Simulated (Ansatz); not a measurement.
Run report: Zn, single-point calculation

Zn (Fm-3m, 4 atoms in the cell), computed with DFT, LDA, plane waves, PAW, no spin polarisation (Ansatz 0.2.0).

The structure derives from an entry of the Crystallography Open Database.

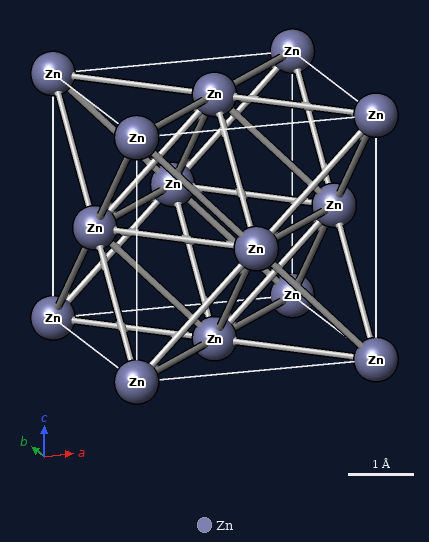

**Figure 1.** The input geometry (ball-and-stick view of the cell of the calculation, seen slightly off an axis). Near neighbours in the crystal (not all of them lie inside the picture): Zn has 12 Zn at 2.78 Å.

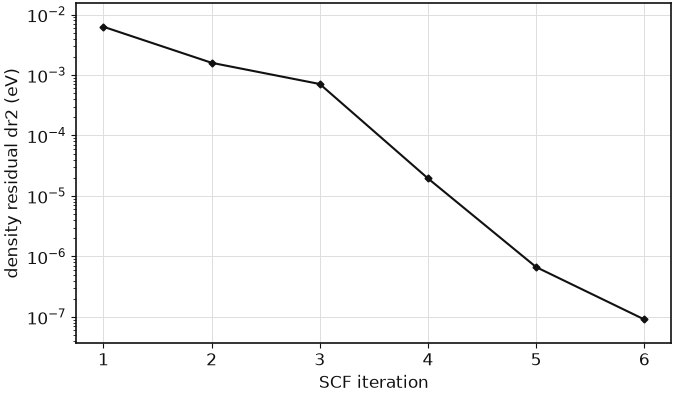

**Figure 2.** Convergence of the self-consistent field: density residual dr2 against the SCF iteration. The residual falls at every step.

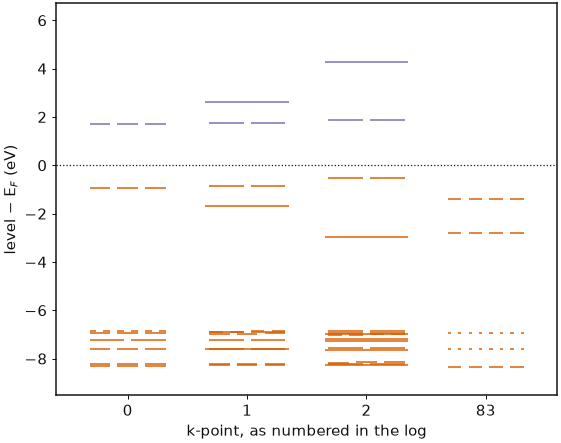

**Figure 3.** Kohn–Sham levels near the Fermi level (dotted) at the few k-points that the log prints; levels within 0.02 eV of each other stand side by side. The system is metallic on the full mesh.

The input that produced these results follows, with the program's output.

### The input
```yaml
crystal:
  lattice:
    - [3.9282984913, 0.0, 0.0]
    - [0.0, -3.9282984913, 0.0]
    - [0.0, 0.0, -3.9282984913]
  atoms:
    - { symbol: Zn, position: [0.0, 0.5, 0.5] }
    - { symbol: Zn, position: [0.5, 0.0, 0.5] }
    - { symbol: Zn, position: [0.5, 0.5, 0.0] }
    - { symbol: Zn, position: [0.0, 0.0, 0.0] }
kpoints:
  mp_grid: { grid: [12, 12, 12] }
hamiltonian:
  xc: lda
scf:
  occupations: { method: gaussian, width: 0.1 }
output:
  forces: true
  eigenvalues: true
  stress: true
```

Launched with:
```bash
ansatz run input.yaml --threads 1 --pin off --max-ram 2560MiB --backend cpu --events-out ev --progress --plain --runs-dir out
```

### The program's output
```
Engine: ansatz 0.2.0, aarch64-unknown-linux-gnu
Pseudopotentials: kind: paw
Pseudopotential: Zn, paw, valence charge 12, recommended cutoff 420 eV (normal), Zn.paw.azcp
Functional definition: SPW92
  exchange = slater_x
  correlation = pw_c
Crystal: 4 atoms, lattice volume = 60.620 Å³
Basis set: ecut = 420 eV, 1213 PW (Γ)
Bands: 29, of which v1, the nominal top of the filled ones, is band 24 counted from 1 (23 counted from 0)
Symmetry: 192 space group operations
Space group: Fm-3m (ITA 225), of the structure as read, at distance tolerance 3.9e-5 Å
k-points: 84 of 1728
Non-local potential: Zn, projectors of the file, l = 0: 2, l = 1: 2, l = 2: 3, l = 3: 1
PAW form: soft (Blöchl's): semilocal exchange-correlation on the pseudo side does not see the compensation charge
PAW frozen core: Zn, regenerated for the run's functional, and the local potential with it (the file was generated under x = pbe(κ = 0.804, μ = 0.2195149727645171), c = pbe(β = 0.06672455060314922))
PAW one-centre angular grid: Zn, 590 points (default); XC on 64 Gauss nodes
Initial density: superposition of atomic densities (neutral atoms: chi_scale 0, normalization atom), corrected by the library's trained network
Initial wavefunctions: pseudopotential atomic-orbital guess
Functional: x = slater, c = lda
SCF iter   1: F=—  HF=-12984.720951 eV  |F-HF|=—  |Δ(HF+E_count)|=         —  Δρ=5.55e-3  dr2=6.27e-3  ethr=1.77e-3  ⟨swp⟩=5.7  Hψ=9834  notcnv=0
preconditioner: auto → Kerker (q_TF=auto, 2.624 Å⁻¹)  [metal: Δε(μ)=0.011 eV  Ē_g=10.818 eV  σ=0.100 eV  W_gap=0.06  n_scr=18 (ndim 8)  ℏωp=33.0 eV  f_vac=0.000  D(μ)=1.25/eV (n_scr^D=6)]
SCF iter   2: F=—  HF=-12984.720933 eV  |F-HF|=—  |Δ(HF+E_count)|=   1.79e-5  Δρ=2.05e-3  dr2=1.59e-3  ethr=1.31e-5  ⟨swp⟩=2.0  Hψ=4874  notcnv=0
SCF iter   3: F=—  HF=-12984.720709 eV  |F-HF|=—  |Δ(HF+E_count)|=   2.24e-4  Δρ=1.72e-3  dr2=7.09e-4  ethr=3.31e-6  ⟨swp⟩=2.0  Hψ=4031  notcnv=0
SCF iter   4: F=—  HF=-12984.720635 eV  |F-HF|=—  |Δ(HF+E_count)|=   7.43e-5  Δρ=1.96e-4  dr2=1.95e-5  ethr=1.48e-6  ⟨swp⟩=2.0  Hψ=4096  notcnv=0
SCF iter   5: F=—  HF=-12984.720627 eV  |F-HF|=—  |Δ(HF+E_count)|=   7.41e-6  Δρ=4.89e-5  dr2=6.67e-7  ethr=4.06e-8  ⟨swp⟩=2.1  Hψ=4378  notcnv=0
SCF iter   6: F=-12984.720628 eV  HF=-12984.720628 eV  |F-HF|=1.70e-8  |Δ(HF+E_count)|=   1.36e-7  Δρ=1.49e-5  dr2=9.08e-8  ethr=2.08e-10  ⟨swp⟩=6.8  Hψ=11831  notcnv=0
SCF 1 converged in 6 iterations: F = -12984.720628 eV  dr2 = 9.08e-8
  greatest PAW one-centre occupation: 0.982 electrons in one spin orbital (limit 2), on the Zn atom at site 3 (counted from 0), in its partial waves of l = 2
SCF converged after 6 iterations
Free energy (F): -12984.720628 eV
Harris-Foulkes:  -12984.720628 eV  (|F-HF|=1.70e-8)
Internal energy: -12984.714374 eV  (E = F + TS)
E sigma→0 (E₀):  -12984.717501 eV
Entropy (-TS):   -0.006253 eV (-1.563 meV/atom)
Fermi energy:    10.593670 eV
--- Per-component energies (eV) ---
  E_band       = 177.583848
  E_kinetic    = 525.707801
  E_local      = -6133.618559  (includes V_loc(G=0)·N_el)
  E_nonlocal   = 2454.350202
  E_hartree    = 2560.453398
  E_xc         = -543.624558
  E_vxc        = -215.849649  (∫ρ·V_xc dr)
  E_paw        = -7013.978791  (= ΣΔE_a)
  E_vpaw       = -1573.933411  (= ΣTr[D̂ρ^β])
  E_aug_tail   = -0.001499  (compensation charges beyond the density's cutoff)
  E_ewald      = -4840.230932
  E_core_change = 6.228565  (= ΣΔE_core)
  E_smearing   = -0.006253  (= −TS)
  E_closure    = -0.000000  (closes the sum)
  Σ components = -12984.720628   (vs F -12984.720628, Δ=0.00e0)
--- Forces (eV/Å), atoms counted from 1 ---
  atom   1  Zn    -0.00000000    -0.00000000    -0.00000000
  atom   2  Zn     0.00000000    -0.00000000    -0.00000000
  atom   3  Zn     0.00000000     0.00000000     0.00000000
  atom   4  Zn    -0.00000000     0.00000000    -0.00000000
  max |Σ_I F_I| component: 6.84e-30 eV/Å
--- Stress (GPa, compression-positive) ---
       -8.380108       0.000000       0.000000
        0.000000      -8.380108      -0.000000
       -0.000000      -0.000000      -8.380108
  P = ⅓ Tr σ = -8.3801 GPa (-83.801 kbar)
--- Band table (eV; the first three rows and the last of 84) ---
  k-point 0: bands = ["0.2780", "2.3050", "2.3050", "2.3050", "2.3777", "2.3777", "2.3777", "2.9884", "2.9884", "2.9884", "3.3728", "3.3728", "3.6460", "3.6460", "3.6460", "3.7318", "3.7318", "3.7318", "3.7318", "3.7318", "3.7318", "9.6521", "9.6521", "9.6521", "12.3189", "12.3189", "12.3189", "18.9633", "18.9633"]
  k-point 1: bands = ["0.3481", "2.3168", "2.3238", "2.3238", "2.3880", "2.3924", "2.3924", "2.9779", "2.9990", "2.9990", "3.3631", "3.3774", "3.6337", "3.6337", "3.6413", "3.6929", "3.6929", "3.7166", "3.7166", "3.7319", "3.7319", "8.9020", "9.7589", "9.7589", "12.3616", "12.3616", "13.1985", "18.4296", "18.4296"]
  k-point 2: bands = ["0.5565", "2.3498", "2.3775", "2.3775", "2.4182", "2.4363", "2.4363", "2.9472", "3.0303", "3.0303", "3.3362", "3.3909", "3.5849", "3.5849", "3.5980", "3.5980", "3.6275", "3.6725", "3.6725", "3.7319", "3.7319", "7.6267", "10.0701", "10.0701", "12.4905", "12.4905", "14.8629", "17.3428", "17.3428"]
  k-point 83: bands = ["2.2552", "2.2552", "2.2552", "2.2552", "2.9848", "2.9848", "2.9848", "2.9848", "2.9848", "2.9848", "2.9848", "2.9848", "3.6597", "3.6597", "3.6597", "3.6597", "3.6597", "3.6597", "3.6597", "3.6597", "7.7773", "7.7773", "7.7773", "7.7773", "9.2084", "9.2084", "9.2084", "9.2084", "25.6801"]
```

### Summary

| quantity | value |
| --- | --- |
| outcome | converged |
| space group (tolerance 0.01 Å) | Fm-3m (225) |
| electrons treated | 48 |
| free energy | −12984.7206 eV |
| Fermi energy | 10.594 eV |
| gap on the k-point mesh | none (metallic) |
| pressure | −8.38 GPa |
| largest force (length of the vector) | under 0.001 eV/Å |
| hardware | 1 thread of Arm Neoverse V2, 240 GiB of memory available, shared host |
| wall time | 8.3 s |
| peak memory | 0.44 GiB |

### Remarks

Settings chosen away from the usual ones: hamiltonian.xc set to lda (from pbe); basis.ecutwfc removed. The cell is under a tension of 8.4 GPa at this level, so it is not at its equilibrium volume.
